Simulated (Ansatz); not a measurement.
Mo (slab)

The calculation's input:

```
crystal:
  lattice:
    - [3.1113246203, 0.0, 0.0]
    - [0.0, 3.1113246203, 0.0]
    - [0.0, 0.0, 27.4452984811]
  atoms:
    - { symbol: Mo, position: [0.5, 0.5, 0.2732708484] }
    - { symbol: Mo, position: [0.0, 0.0, 0.3299531363] }
    - { symbol: Mo, position: [0.5, 0.5, 0.3866354242] }
    - { symbol: Mo, position: [0.0, 0.0, 0.4433177121] }
    - { symbol: Mo, position: [0.5, 0.5, 0.5] }
    - { symbol: Mo, position: [0.0, 0.0, 0.5566822879] }
    - { symbol: Mo, position: [0.5, 0.5, 0.6133645758] }
    - { symbol: Mo, position: [0.0, 0.0, 0.6700468637] }
    - { symbol: Mo, position: [0.5, 0.5, 0.7267291516] }
basis:
  ecutwfc: 420
kpoints:
  mp_grid: { grid: [11, 11, 1] }
hamiltonian:
  xc: lda
scf:
  occupations: { method: gaussian, width: 0.1 }
output:
  forces: true
  stress: true
  eigenvalues: true
  write_density: true
  write_potential: true
  elf: true
  volumetric_format: npy
efield:
  axis: 3
  dipole_correction: true
```

Run with:

```sh
ansatz run input.yaml --threads 1 --pin off --max-ram 2560MiB --backend cpu --events-out ev --progress --plain --runs-dir out
```

Not relaxed (largest force 1.7 eV/Å); computed without spin polarisation.

Level of theory: DFT LDA, scalar-relativistic, plane waves, PAW (Ansatz).

### What can the converged valence pseudo-density and electron localisation function tell about the bonding?

Mo–Mo (2.69 Å): ρ is about 0.4 e/Å³ halfway; the ELF is about 0.30 at the midpoint: no localised pair shows between them.

### Metal or insulator at this level of theory?

It is gapless in this calculation (a metal or semimetal).

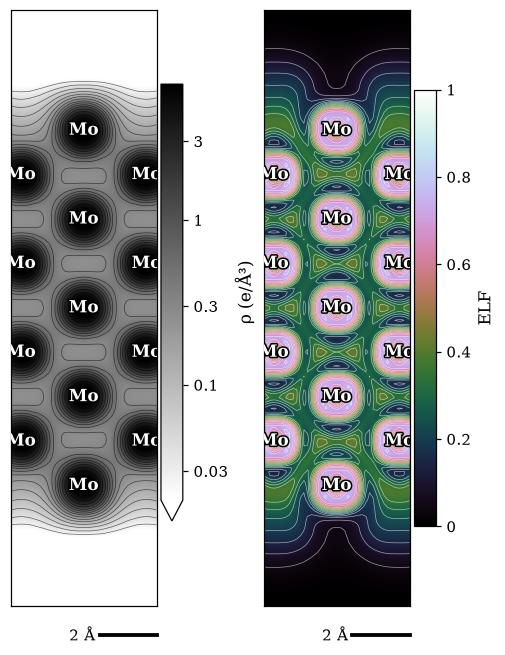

Computed valence pseudo-density and electron localisation function on the (11̄0) plane of the calculation cell, a cut from vacuum to vacuum, in this order. 

Core electrons are frozen (PAW), and the valence fields are smoothed inside the atomic spheres.
